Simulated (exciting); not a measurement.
System: Tc, space group P6_3/mmc (No. 194).

The given structure:
```xyz
2
Lattice="2.7400 0.0000 0.0000 -1.3700 2.3729 0.0000 0.0000 0.0000 4.3980" Properties=species:S:1:pos:R:3 pbc="T T T"
Tc    1.3700    0.7910    3.2985
Tc    0.0000    1.5819    1.0995
```

Method: all-electron LAPW DFT, no spin polarisation; energies at scaled volumes of the given cell, shape and fractions fixed, counted from the fit's minimum, third-order Birch-Murnaghan fit (exciting sodium). Level: PBEsol.

k mesh 11×11×6; occupations Fermi–Dirac; smearing width 0.05 eV; potentials all electron LAPW+lo, shipped species files; program settings rgkmax 9.

What does the calculation give for the energy against volume? The volume takes the values 13.44, 13.73, 14.01, 14.30, 14.58, 14.87, 15.16 Å³/atom.

A third-order Birch–Murnaghan fit gives V0 = 14.02 Å³/atom, B0 = 328 GPa and B′ = 4.5. The energy is 26.66 meV/atom at volume 13.44 Å³/atom and 81.42 meV/atom at 15.16 Å³/atom; the lowest computed point is at volume 14.01 Å³/atom (0.01 meV/atom).

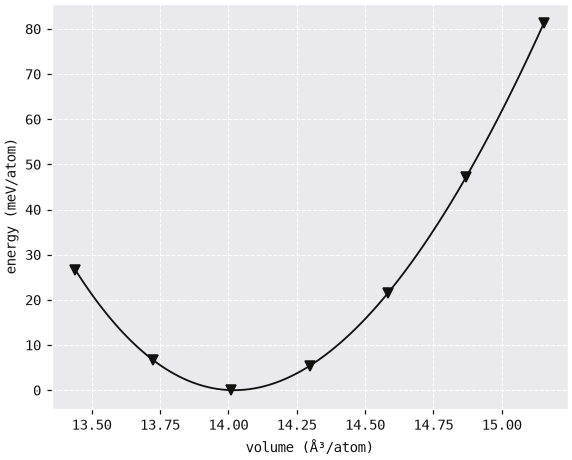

Keep in mind: shape and atomic fractions are frozen while scaling, which makes layered, chain and framework solids too stiff.
